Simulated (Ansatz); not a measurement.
## What a change does: single-point calculation on BaTiO3

System: BaTiO3 (P4mm, 10 atoms in the cell).
Method of the first run: DFT with r2SCAN, PAW plane waves, no spin polarisation (Ansatz 0.2.0).

The structure derives from an entry of the Crystallography Open Database. Text and figures count atoms from 1; the logs count them from 0 in places.

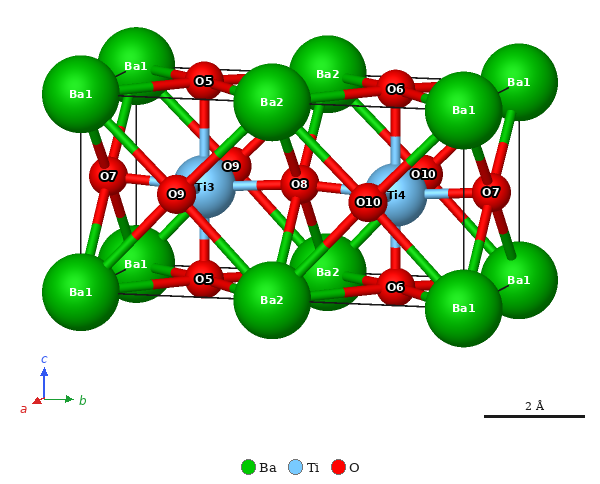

Figure 1. The input geometry (ball-and-stick view of the cell of the calculation, seen slightly off an axis; atoms are numbered from 1 in the order of the input).

## The input, the first run
```yaml
crystal:
  lattice:
    - [3.99089671, 0.0, 0.0]
    - [0.0, 7.98179341, 0.0]
    - [0.0, 0.0, 4.00795822]
  atoms:
    - { symbol: Ba, position: [0.0, 0.0, 0.0] }
    - { symbol: Ba, position: [0.0, 0.5, 0.0] }
    - { symbol: Ti, position: [0.5, 0.25, 0.482] }
    - { symbol: Ti, position: [0.5, 0.75, 0.482] }
    - { symbol: O, position: [0.5, 0.25, 0.016] }
    - { symbol: O, position: [0.5, 0.75, 0.016] }
    - { symbol: O, position: [0.5, 0.0, 0.515] }
    - { symbol: O, position: [0.5, 0.5, 0.515] }
    - { symbol: O, position: [0.0, 0.25, 0.515] }
    - { symbol: O, position: [0.0, 0.75, 0.515] }
  symmetry: { tolerance: 0.0003 }
kpoints:
  mp_grid: { grid: [5, 3, 5], shift: [0, 0, 0] }
magnetization:
  spin_polarized: false
scf:
  occupations: { method: fermi_dirac }
hamiltonian:
  pseudopotentials: { kind: paw }
  xc: r2scan
basis:
  ecutwfc: 500
output:
  forces: true
  stress: true
  eigenvalues: true
```

Launched with:
```bash
ansatz run input.yaml --threads 1 --pin off --max-ram 2560MiB --backend cpu --events-out ev --progress --plain --runs-dir out
```

Hardware: 1 thread of an x86-64 CPU, shared host.

## Output, shortened to warnings, some set-up lines, iterations and results (the first run)
```
Basis set: ecut = 500 eV, 3245 PW (Γ), exchange–correlation on 120×240×120 points (64 copies of the dense FFT grid, shifted against one another)
Symmetry: 8 space group operations
k-points: 18 of 75 (time reversal used)
Initial density: superposition of atomic densities (neutral atoms: chi_scale 0, normalization atom), corrected by the library's trained network
[...]
SCF iter   1: F=—  HF=-20367.411663 eV  |F-HF|=—  |Δ(HF+E_count)|=         —  Δρ=2.14e-2  dr2=7.33e-1  dr2_τ=4.88e-1  ethr=1.77e-3  ⟨swp⟩=6.5  Hψ=3830  notcnv=0
SCF iter   2: F=—  HF=-20367.624981 eV  |F-HF|=—  |Δ(HF+E_count)|=   2.13e-1  Δρ=1.09e-2  dr2=9.16e-2  dr2_τ=3.93e-2  ethr=9.16e-4  ⟨swp⟩=3.8  Hψ=1922  notcnv=0  defer=32
SCF iter   3: F=—  HF=-20367.612923 eV  |F-HF|=—  |Δ(HF+E_count)|=   1.21e-2  Δρ=3.62e-3  dr2=1.11e-2  dr2_τ=8.37e-4  ethr=1.14e-4  ⟨swp⟩=2.0  Hψ=1351  notcnv=0  defer=32
SCF iter   4: F=—  HF=-20367.611473 eV  |F-HF|=—  |Δ(HF+E_count)|=   1.45e-3  Δρ=1.48e-3  dr2=1.97e-3  dr2_τ=3.09e-4  ethr=1.39e-5  ⟨swp⟩=2.0  Hψ=1397  notcnv=0  defer=32
SCF iter   5: F=—  HF=-20367.611191 eV  |F-HF|=—  |Δ(HF+E_count)|=   2.82e-4  Δρ=3.34e-4  dr2=1.09e-4  dr2_τ=9.79e-6  ethr=2.47e-6  ⟨swp⟩=2.4  Hψ=1283  notcnv=0  defer=32
SCF iter   6: F=—  HF=-20367.611201 eV  |F-HF|=—  |Δ(HF+E_count)|=   1.01e-5  Δρ=1.64e-4  dr2=2.98e-5  dr2_τ=4.23e-6  ethr=1.36e-7  ⟨swp⟩=2.0  Hψ=1381  notcnv=0  defer=32
SCF iter   7: F=—  HF=-20367.611179 eV  |F-HF|=—  |Δ(HF+E_count)|=   2.17e-5  Δρ=5.06e-5  dr2=3.57e-6  dr2_τ=1.94e-7  ethr=3.73e-8  ⟨swp⟩=2.0  Hψ=1339  notcnv=0  defer=32
SCF iter   8: F=—  HF=-20367.611179 eV  |F-HF|=—  |Δ(HF+E_count)|=   1.20e-7  Δρ=1.72e-5  dr2=4.29e-7  dr2_τ=2.69e-8  ethr=4.46e-9  ⟨swp⟩=2.0  Hψ=1316  notcnv=0  defer=32
SCF iter   9: F=-20367.611179 eV  HF=-20367.611179 eV  |F-HF|=2.03e-8  |Δ(HF+E_count)|=   5.50e-8  Δρ=4.21e-6  dr2=2.43e-8  dr2_τ=4.37e-10  ethr=1.25e-10  ⟨swp⟩=8.8  Hψ=3497  …
SCF 1 converged in 9 iterations: F = -20367.611179 eV  dr2 = 2.43e-8
SCF converged after 9 iterations
Free energy (F): -20367.611179 eV
Harris-Foulkes:  -20367.611179 eV  (|F-HF|=2.03e-8)
Internal energy: -20367.611173 eV  (E = F + TS)
E sigma→0 (E₀):  -20367.611176 eV
Entropy (-TS):   -0.000006 eV (-0.001 meV/atom)
Fermi energy:    11.250694 eV
--- Per-component energies (eV) ---
  E_band       = -342.095921
  E_kinetic    = 1949.072469
  E_local      = -4185.665512  (includes V_loc(G=0)·N_el)
  E_nonlocal   = 399.100658
  E_hartree    = 1636.501127
  E_xc         = -951.134817
  E_vxc        = -1209.136420  (∫ρ·V_xc dr)
  E_paw        = -13570.143333  (= ΣΔE_a)
  E_vpaw       = -641.978700  (= ΣTr[D̂ρ^β])
  E_aug_tail   = 0.006283  (compensation charges beyond the density's cutoff)
  E_vtau       = 73.503166  (kinetic-family band-sum trace: ∫τ·v_τ [+ j·A + Jᵃ·Aᵃ] dr)
  E_ewald      = -5644.790321
  E_core_change = -0.557728  (= ΣΔE_core)
  E_smearing   = -0.000006  (= −TS)
  E_closure    = -0.000000  (closes the sum)
  Σ components = -20367.611179   (vs F -20367.611179, Δ=0.00e0)
--- Forces (eV/Å), atoms counted from 1 ---
  atom   1  Ba     0.00000000     0.00000000    -0.08740244
  atom   2  Ba     0.00000000     0.00000000    -0.08740244
  atom   3  Ti     0.00000000     0.00000000     0.05438095
  atom   4  Ti     0.00000000     0.00000000     0.05438095
  atom   5  O     -0.00000000     0.00000000     0.39731036
  atom   6  O     -0.00000000     0.00000000     0.39731036
  atom   7  O      0.00000000    -0.00000000    -0.18442025
  atom   8  O      0.00000000    -0.00000000    -0.18442025
  atom   9  O      0.00000000    -0.00000000    -0.17995206
  atom  10  O      0.00000000    -0.00000000    -0.17995206
  max |Σ_I F_I| component: 1.67e-4 eV/Å
--- Stress (GPa, compression-positive) ---
        0.176712       0.000000       0.000000
        0.000000       0.176355       0.000000
        0.000000       0.000000       1.757921
  P = ⅓ Tr σ = 0.7037 GPa (7.037 kbar)
```

The second run used a changed input.

## The two runs side by side

| quantity | the first run | the second run |
| --- | --- | --- |
| outcome | converged | converged |
| free energy per atom (eV) | −2036.7611 | −2036.7620 |
| pressure (GPa) | 0.70 | 0.70 |
| largest force (eV/Å) | 0.397 | 0.399 |
| SCF iterations | 9 | 9 |
| irreducible k-points | 18 | 18 |
| plane waves at Γ | 3245 | 3739 |
| wall time (shared host) | 32 s | 28 s |

Which change of the input explains these differences?

The change (lines with − go, lines with + come):
```diff
-  ecutwfc: 500
+  ecutwfc: "40.4 Ry"
```

The free energy of the second run is 0.9 meV per atom lower, which measures how much it depends on this numerical setting. More plane waves can only lower the energy of a fixed Hamiltonian, so the higher cutoff gives the lower value. The number of SCF iterations is the same. The plane waves at Γ go from 3245 to 3739.

## Output, shortened to warnings, some set-up lines, iterations and results (the second run)
```
Basis set: ecut = 549.6700021689576 eV, 3739 PW (Γ), exchange–correlation on 128×256×128 points (64 copies of the dense FFT grid, shifted against one another)
Symmetry: 8 space group operations
k-points: 18 of 75 (time reversal used)
Initial density: superposition of atomic densities (neutral atoms: chi_scale 0, normalization atom), corrected by the library's trained network
[...]
SCF iter   1: F=—  HF=-20367.419948 eV  |F-HF|=—  |Δ(HF+E_count)|=         —  Δρ=2.14e-2  dr2=7.33e-1  dr2_τ=4.85e-1  ethr=1.77e-3  ⟨swp⟩=6.7  Hψ=3853  notcnv=0
SCF iter   2: F=—  HF=-20367.633818 eV  |F-HF|=—  |Δ(HF+E_count)|=   2.14e-1  Δρ=1.10e-2  dr2=9.18e-2  dr2_τ=3.93e-2  ethr=9.16e-4  ⟨swp⟩=3.9  Hψ=1977  notcnv=0  defer=32
SCF iter   3: F=—  HF=-20367.621704 eV  |F-HF|=—  |Δ(HF+E_count)|=   1.21e-2  Δρ=3.66e-3  dr2=1.13e-2  dr2_τ=8.17e-4  ethr=1.15e-4  ⟨swp⟩=2.0  Hψ=1351  notcnv=0  defer=32
SCF iter   4: F=—  HF=-20367.620215 eV  |F-HF|=—  |Δ(HF+E_count)|=   1.49e-3  Δρ=1.52e-3  dr2=2.11e-3  dr2_τ=3.15e-4  ethr=1.41e-5  ⟨swp⟩=2.0  Hψ=1377  notcnv=0  defer=32
SCF iter   5: F=—  HF=-20367.619911 eV  |F-HF|=—  |Δ(HF+E_count)|=   3.04e-4  Δρ=3.39e-4  dr2=1.10e-4  dr2_τ=1.02e-5  ethr=2.64e-6  ⟨swp⟩=2.4  Hψ=1258  notcnv=0  defer=32
SCF iter   6: F=—  HF=-20367.619922 eV  |F-HF|=—  |Δ(HF+E_count)|=   1.04e-5  Δρ=1.60e-4  dr2=2.84e-5  dr2_τ=4.12e-6  ethr=1.38e-7  ⟨swp⟩=2.0  Hψ=1381  notcnv=0  defer=32
SCF iter   7: F=—  HF=-20367.620078 eV  |F-HF|=—  |Δ(HF+E_count)|=   1.56e-4  Δρ=4.90e-5  dr2=3.29e-6  dr2_τ=1.89e-7  ethr=3.54e-8  ⟨swp⟩=2.0  Hψ=1332  notcnv=0  defer=32
SCF iter   8: F=—  HF=-20367.620078 eV  |F-HF|=—  |Δ(HF+E_count)|=   7.24e-8  Δρ=1.69e-5  dr2=4.05e-7  dr2_τ=2.72e-8  ethr=4.11e-9  ⟨swp⟩=2.2  Hψ=1380  notcnv=0  defer=32
SCF iter   9: F=-20367.620077 eV  HF=-20367.620077 eV  |F-HF|=1.37e-8  |Δ(HF+E_count)|=   5.16e-8  Δρ=3.56e-6  dr2=1.67e-8  dr2_τ=3.00e-10  ethr=1.25e-10  ⟨swp⟩=8.8  Hψ=3559  …
SCF 1 converged in 9 iterations: F = -20367.620077 eV  dr2 = 1.67e-8
SCF converged after 9 iterations
Free energy (F): -20367.620077 eV
Harris-Foulkes:  -20367.620077 eV  (|F-HF|=1.37e-8)
Internal energy: -20367.620071 eV  (E = F + TS)
E sigma→0 (E₀):  -20367.620074 eV
Entropy (-TS):   -0.000006 eV (-0.001 meV/atom)
Fermi energy:    11.250501 eV
--- Per-component energies (eV) ---
  E_band       = -342.101521
  E_kinetic    = 1949.320699
  E_local      = -4185.738014  (includes V_loc(G=0)·N_el)
  E_nonlocal   = 398.918397
  E_hartree    = 1636.531695
  E_xc         = -951.202423
  E_vxc        = -1209.229518  (∫ρ·V_xc dr)
  E_paw        = -13570.106104  (= ΣΔE_a)
  E_vpaw       = -641.950097  (= ΣTr[D̂ρ^β])
  E_aug_tail   = 0.003728  (compensation charges beyond the density's cutoff)
  E_vtau       = 73.510060  (kinetic-family band-sum trace: ∫τ·v_τ [+ j·A + Jᵃ·Aᵃ] dr)
  E_ewald      = -5644.790321
  E_core_change = -0.557728  (= ΣΔE_core)
  E_smearing   = -0.000006  (= −TS)
  E_closure    = -0.000000  (closes the sum)
  Σ components = -20367.620077   (vs F -20367.620077, Δ=0.00e0)
--- Forces (eV/Å), atoms counted from 1 ---
  atom   1  Ba     0.00000000     0.00000000    -0.08774466
  atom   2  Ba     0.00000000     0.00000000    -0.08774466
  atom   3  Ti     0.00000000     0.00000000     0.05274798
  atom   4  Ti     0.00000000     0.00000000     0.05274798
  atom   5  O     -0.00000000     0.00000000     0.39877786
  atom   6  O     -0.00000000     0.00000000     0.39877786
  atom   7  O      0.00000000    -0.00000000    -0.18416756
  atom   8  O      0.00000000    -0.00000000    -0.18416756
  atom   9  O      0.00000000    -0.00000000    -0.17968618
  atom  10  O      0.00000000    -0.00000000    -0.17968618
  max |Σ_I F_I| component: 1.45e-4 eV/Å
--- Stress (GPa, compression-positive) ---
        0.174042       0.000000       0.000000
        0.000000       0.172567       0.000000
        0.000000       0.000000       1.748028
  P = ⅓ Tr σ = 0.6982 GPa (6.982 kbar)
```
